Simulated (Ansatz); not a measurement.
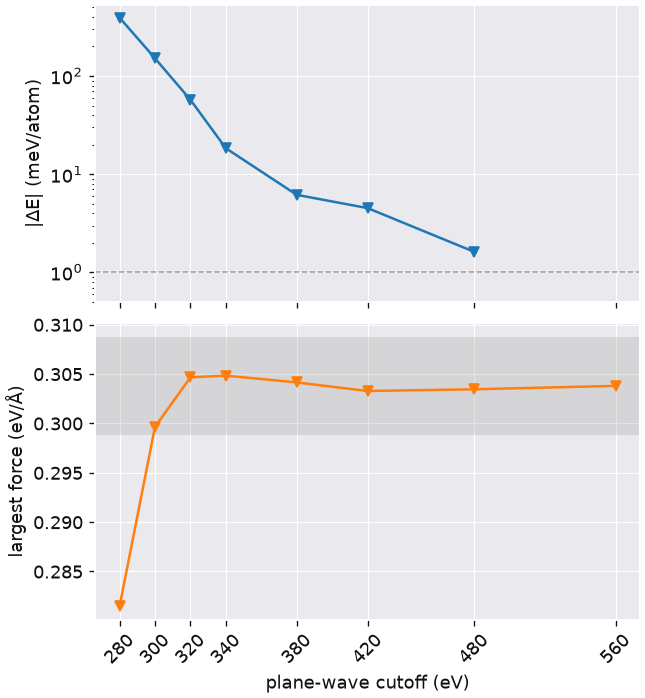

Scan of the plane-wave cutoff (density cutoff scaled with it).
AlNi (R3m, 2 atoms in the cell); HSE06, plane waves, PAW datasets in Ansatz 0.2.0 development build; 4×4×4 k-mesh, Fermi–Dirac smearing of 0.1 eV, no spin polarisation.
ΔE is the free energy less its value at the largest setting, 560 eV.
Dashed lines or grey bands mark the tolerance: 1 meV/atom and 0.005 eV/Å.
The atoms sit off their equilibrium sites.

### What is enough for the free energy to 1 meV/atom?

The free energy at the last setting but one, 480 eV, is still more than 1 meV/atom from the largest setting's value, so the scan doesn't show it converged. It is off by 390 meV/atom at 280 eV, 18 meV/atom at 340 eV and 1.6 meV/atom at 480 eV (always above it). The smaller bases give higher energies, which fall towards the limit as the basis grows.

### And the largest force, to 0.005 eV/Å?

The largest force is within 0.005 eV/Å of the largest setting's value from 300 eV on. It is 0.281 eV/Å at 280 eV and 0.304 eV/Å at 560 eV.
